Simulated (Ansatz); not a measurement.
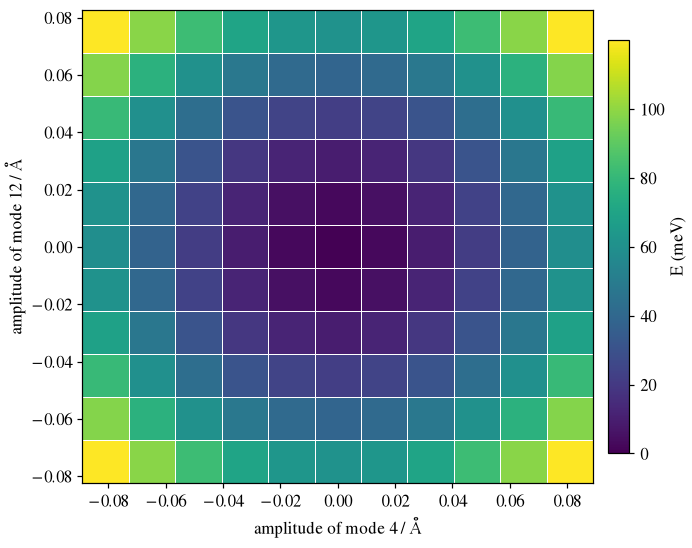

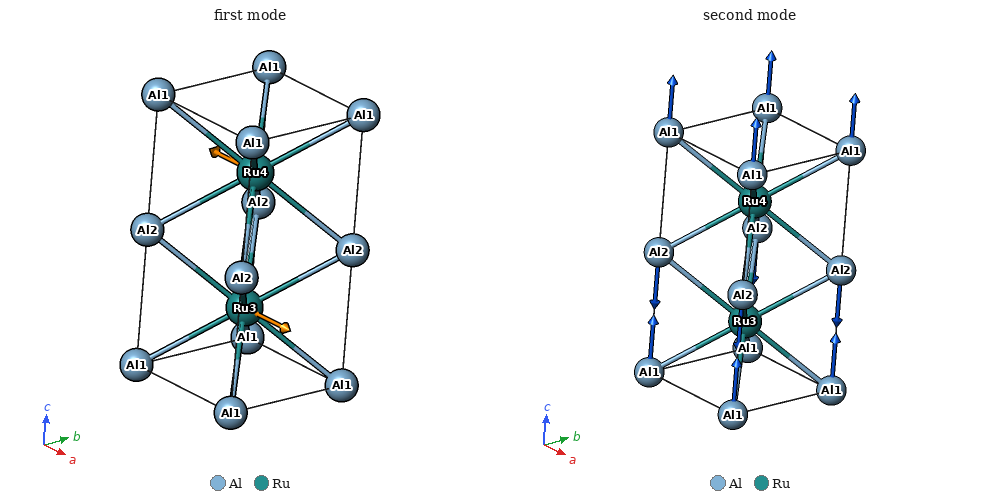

Energy landscape of AlRu (Pm-3m, No. 221; 4 atoms in the cell). The energy is mapped over two normal modes frozen in (zone-centre modes of the 4-atom cell of this scan, which folds in the wave vector (0, 0, 1/2) of the primitive cell). First axis: amplitude of mode 4 (156 cm⁻¹), largest displacement. Second axis: amplitude of mode 12 (329 cm⁻¹), largest displacement. Nothing is relaxed (the cell and all other modes fixed). Grid: 11 × 11 points; 36 points were computed and 85 follow by symmetry. Points are written as (first, second). Energies are in meV per cell, from the lowest grid point. Theory: DFT PBE, scalar-relativistic, plane waves, PAW in Ansatz. Settings: cutoff 420 eV, k-mesh 14×14×8 in the order of the run's cell vectors, gaussian smearing 0.15 eV, no spin polarisation.

In the figure: one coloured cell a grid point. The second picture is the structure at the lowest point

Q: Summarise what can be read from the map.

A: The lowest grid point is at (0.000 Å, 0.000 Å). No other kind of well shows on this grid. The highest grid point, (−0.081 Å, −0.075 Å), lies 120 meV above the lowest.

The values on the grid:

| second ↓, first → | −0.081 | −0.065 | −0.049 | −0.032 | −0.016 | 0.000 | 0.016 | 0.032 | 0.049 | 0.065 | 0.081 |
| --- | --- | --- | --- | --- | --- | --- | --- | --- | --- | --- | --- |
| 0.075 | 120 | 99 | 82 | 70 | 63 | 61 | 63 | 70 | 82 | 99 | 120 |
| 0.060 | 98 | 77 | 60 | 48 | 41 | 39 | 41 | 48 | 60 | 77 | 98 |
| 0.045 | 81 | 60 | 43 | 31 | 24 | 22 | 24 | 31 | 43 | 60 | 81 |
| 0.030 | 69 | 47 | 31 | 19 | 12 | 10 | 12 | 19 | 31 | 47 | 69 |
| 0.015 | 61 | 40 | 24 | 12 | 5 | 2 | 5 | 12 | 24 | 40 | 61 |
| 0.000 | 59 | 38 | 21 | 9 | 2 | 0 | 2 | 9 | 21 | 38 | 59 |
| −0.015 | 61 | 40 | 24 | 12 | 5 | 2 | 5 | 12 | 24 | 40 | 61 |
| −0.030 | 69 | 47 | 31 | 19 | 12 | 10 | 12 | 19 | 31 | 47 | 69 |
| −0.045 | 81 | 60 | 43 | 31 | 24 | 22 | 24 | 31 | 43 | 60 | 81 |
| −0.060 | 98 | 77 | 60 | 48 | 41 | 39 | 41 | 48 | 60 | 77 | 98 |
| −0.075 | 120 | 99 | 82 | 70 | 63 | 61 | 63 | 70 | 82 | 99 | 120 |

Time for the 36 points that were run: 3.4 min on 2 threads of AMD EPYC 9R45 (Zen 5) (shared host).

PAW datasets: the set soft_1.
